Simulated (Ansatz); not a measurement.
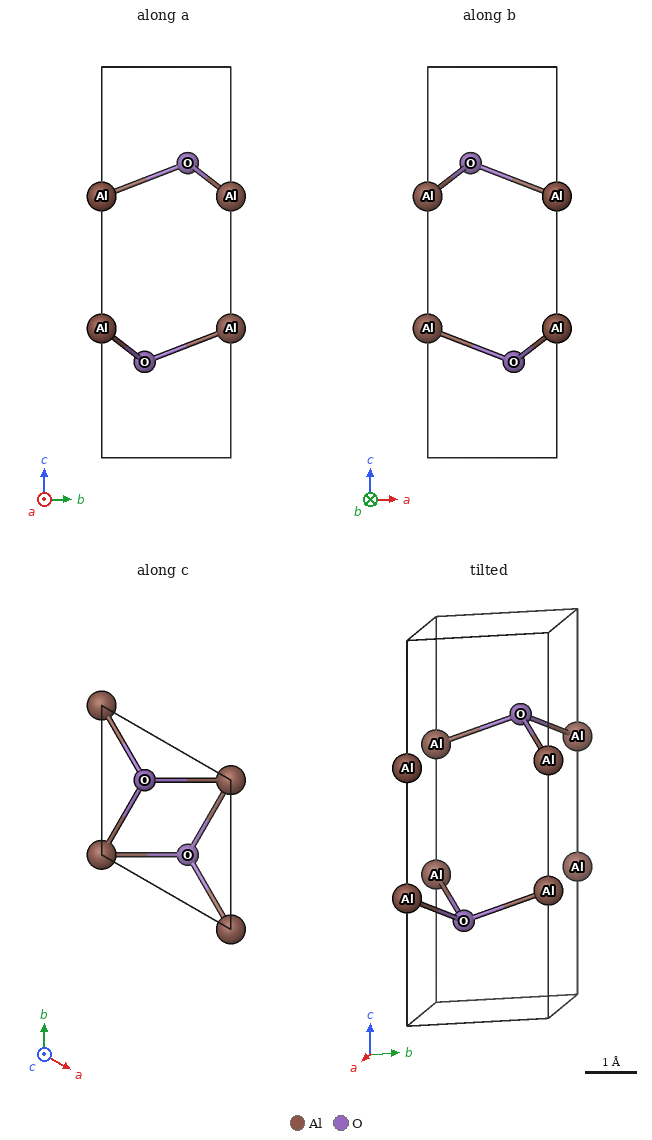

Structure drawing (ball-and-stick), viewed along the a axis, along the b axis, along the c axis and slightly off an axis. Thin lines show the conventional unit cell, with boundary atoms drawn in all their periodic places.

Lattice parameters: a = 2.973 Å, b = 2.973 Å, c = 7.785 Å, α = 90.00°, β = 90.00°, γ = 120.00°.

Q: Write down what is shown as a table of Wyckoff sites, with free fractional coordinates to two decimals.

A: Space group P-3m1 (No. 164).
```tsv
atom	site	x	y	z
Al	2c	0.00	0.00	0.67
O	2d	0.3333	0.6667	0.75
```

Starting structure: a structure type filled with these elements by a generator (whether the compound takes this form wasn't checked). Relaxation method: DFT PBE, scalar-relativistic, plane waves, PAW in Ansatz 0.2.0.
